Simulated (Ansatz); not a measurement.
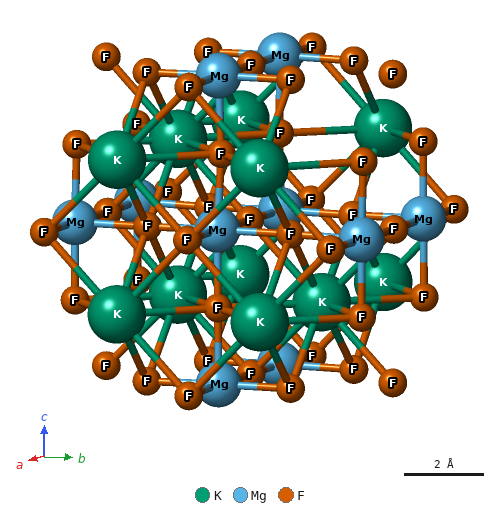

This is the input geometry for a relaxation of a defect cell of composition K7Mg8F23. Style: ball-and-stick. Shown: the atoms within 5.8 Å of the atom that moves most (axes of the cell of the calculation (origin shifted)), slightly off an axis.

Method: DFT, PBEsol, PAW, plane waves in Ansatz.

Input
```yaml
crystal:
  lattice:
    - [7.982544, 0.000000, 0.000000]
    - [0.000000, 7.982544, 0.000000]
    - [0.000000, 0.000000, 7.982544]
  atoms:
    - { symbol: K, position: [0.000568, 0.001209, 0.996851] }
    - { symbol: K, position: [0.997173, 0.000851, 0.497133] }
    - { symbol: K, position: [0.997489, 0.499128, 0.999116] }
    - { symbol: K, position: [0.000133, 0.499231, 0.497944] }
    - { symbol: K, position: [0.500771, 0.999231, 0.995816] }
    - { symbol: K, position: [0.502554, 0.000610, 0.500326] }
    - { symbol: K, position: [0.500299, 0.500835, 0.999291] }
    - { symbol: Mg, position: [0.249912, 0.250703, 0.250940] }
    - { symbol: Mg, position: [0.251850, 0.247755, 0.751755] }
    - { symbol: Mg, position: [0.250194, 0.748184, 0.251350] }
    - { symbol: Mg, position: [0.251563, 0.752404, 0.750953] }
    - { symbol: Mg, position: [0.747125, 0.242995, 0.251284] }
    - { symbol: Mg, position: [0.745914, 0.246777, 0.750721] }
    - { symbol: Mg, position: [0.747530, 0.746094, 0.248084] }
    - { symbol: Mg, position: [0.754960, 0.748853, 0.749073] }
    - { symbol: F, position: [0.255556, 0.248204, 0.500416] }
    - { symbol: F, position: [0.246861, 0.749420, 0.995993] }
    - { symbol: F, position: [0.252809, 0.748576, 0.500694] }
    - { symbol: F, position: [0.750916, 0.246694, 0.998515] }
    - { symbol: F, position: [0.743190, 0.255227, 0.497840] }
    - { symbol: F, position: [0.750195, 0.747726, 0.996252] }
    - { symbol: F, position: [0.748970, 0.752955, 0.500906] }
    - { symbol: F, position: [0.000083, 0.247635, 0.251240] }
    - { symbol: F, position: [0.998490, 0.251638, 0.746626] }
    - { symbol: F, position: [0.003516, 0.749423, 0.249324] }
    - { symbol: F, position: [0.002864, 0.748537, 0.748134] }
    - { symbol: F, position: [0.503337, 0.250476, 0.251078] }
    - { symbol: F, position: [0.494099, 0.251264, 0.752215] }
    - { symbol: F, position: [0.498306, 0.752654, 0.248743] }
    - { symbol: F, position: [0.503091, 0.750441, 0.752125] }
    - { symbol: F, position: [0.250484, 0.998497, 0.246087] }
    - { symbol: F, position: [0.247231, 0.996256, 0.748084] }
    - { symbol: F, position: [0.252931, 0.502442, 0.248680] }
    - { symbol: F, position: [0.250185, 0.505717, 0.749043] }
    - { symbol: F, position: [0.755160, 0.002809, 0.249773] }
    - { symbol: F, position: [0.749939, 0.998741, 0.747874] }
    - { symbol: F, position: [0.749332, 0.499706, 0.251793] }
    - { symbol: F, position: [0.749345, 0.499649, 0.752170] }
  symmetry: { detect: false }
kpoints:
  mp_grid: { grid: [1, 1, 1], shift: [0.25, 0.25, 0.25] }
hamiltonian:
  xc: pbesol
scf:
  occupations: { method: fermi_dirac, width: 0.01 }
relax:
  f_tol: 0.03
  max_steps: 80
  escape_saddle: false
  adjacent_minimum: "off"
output:
  forces: true
  eigenvalues: true
  populations: true
```

Command:
```bash
ansatz run in.yaml --threads 7 --pin off --max-ram 13300MiB --runs-dir r --events-out ev --progress --plain
```

Q: Where does the relaxation end?

A: The energy falls by 1.875 eV per cell of the calculation in 4 geometry steps. The largest force component goes from 3 to 0.0087 eV/Å. F27 moves most: 0.23 Å roughly along [−1 −1 −3]. Largest moves by element: F 0.23 Å, Mg 0.17 Å, K 0.12 Å. The cell doesn't change. Some distances before and after: K1–Mg9 3.424 → 3.658 Å, K5–Mg9 3.418 → 3.628 Å, K6–F27 2.817 → 2.999 Å, K6–F28 2.837 → 3.004 Å. Among the angles between lasting bonds that change: F23–Mg8–F27 179.2° → 161.8°, F31–Mg8–F33 178.2° → 161.6°, Mg8–F27–Mg12 178.3° → 164.0°.

The structure at the end:

```
CELL_PARAMETERS angstrom
7.98254 0.00000 0.00000
0.00000 7.98254 0.00000
0.00000 0.00000 7.98254
ATOMIC_POSITIONS crystal
K 0.99049 0.99014 0.99927
K 0.99541 0.99519 0.49934
K 0.99043 0.50942 0.99933
K 0.98982 0.50519 0.49931
K 0.50986 0.99000 0.99932
K 0.50554 0.98931 0.49923
K 0.51049 0.51017 0.99931
Mg 0.25364 0.25316 0.26699
Mg 0.25364 0.25316 0.73171
Mg 0.25232 0.74714 0.24870
Mg 0.25230 0.74715 0.74981
Mg 0.74747 0.25198 0.24881
Mg 0.74748 0.25195 0.74994
Mg 0.74717 0.74677 0.25333
Mg 0.74712 0.74674 0.74529
F 0.24175 0.24026 0.49936
F 0.24842 0.75187 0.99927
F 0.24380 0.75857 0.49923
F 0.75282 0.24797 0.99938
F 0.75848 0.24347 0.49938
F 0.75117 0.75074 0.99930
F 0.75661 0.75618 0.49931
F 0.00838 0.24928 0.23286
F 0.00846 0.24906 0.76620
F 0.00095 0.75007 0.25020
F 0.00089 0.75025 0.74836
F 0.49320 0.24506 0.22438
F 0.49314 0.24534 0.77467
F 0.49926 0.75688 0.24396
F 0.49923 0.75669 0.75463
F 0.24949 0.00803 0.23205
F 0.24972 0.00796 0.76642
F 0.24551 0.49273 0.22459
F 0.24524 0.49282 0.77372
F 0.75052 0.00057 0.25024
F 0.75032 0.00058 0.74843
F 0.75708 0.49886 0.24395
F 0.75733 0.49885 0.75470
```

The end point in the same view:

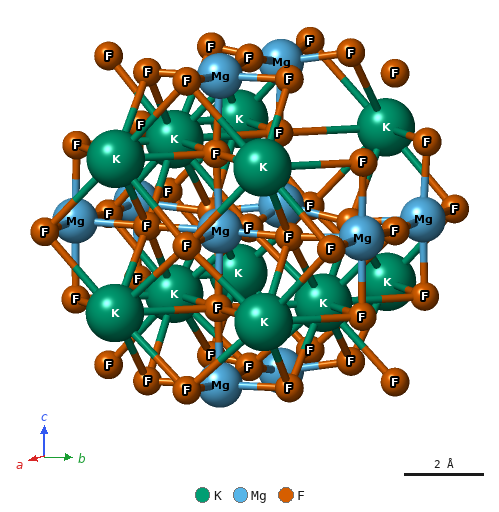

Limits of the set-up: the periodic images lie only 8.0 Å apart, so the values are limited by the cell's size.
